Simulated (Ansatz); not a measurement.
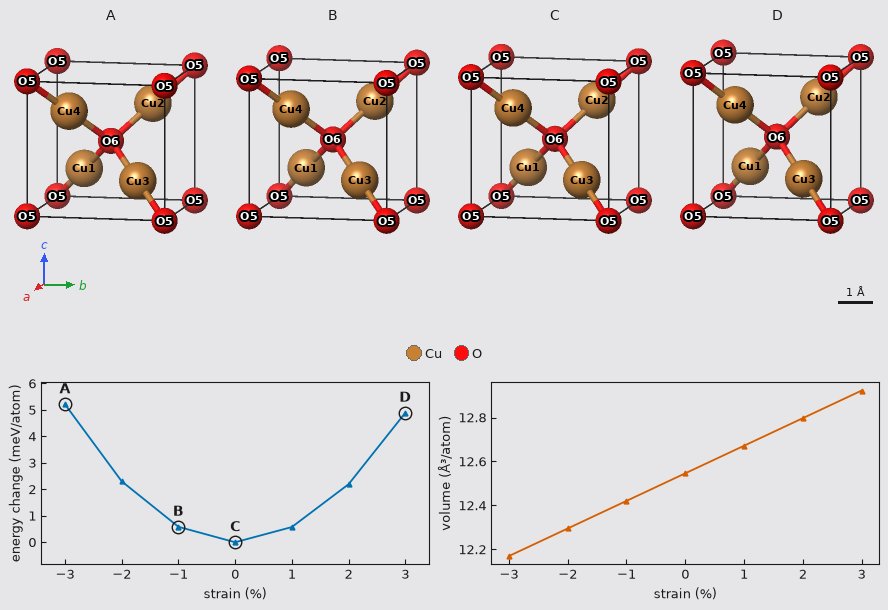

Members of a series of calculations on a crystal of Cu2O (set up in Pn-3m), marked on the first curve. Style: ball-and-stick. Shown: the cell of the calculation, slightly off an axis.

Level of theory: Ansatz 0.2.0, DFT PBEsol, scalar-relativistic, plane waves, PAW. Settings: plane-wave cutoff 420 eV; k-point mesh 8 × 8 × 8; occupations gaussian; smearing width 0.02 eV; no spin polarisation.

Question: Which kind of strain is it, and how does the structure respond?

Answer: Strain along c alone, the other axes held, atoms relaxed. A (strain −3.0 %): energy change 5.2 meV/atom, volume 12.17 Å³ per atom. B (strain −1.0 %): energy change 0.6 meV/atom, volume 12.42 Å³ per atom. C (strain 0.0 %): energy change 0.0 meV/atom, volume 12.55 Å³ per atom. D (strain 3.0 %): energy change 4.9 meV/atom, volume 12.92 Å³ per atom. The rest compares A with D. The drawn cell changes as follows: a = b unchanged at 4.222 Å, c 4.096 → 4.349 Å (+6.2 %); the volume changes by +6.2 %. Among the bonded contacts that change: Cu–O 1.810 → 1.847 Å.
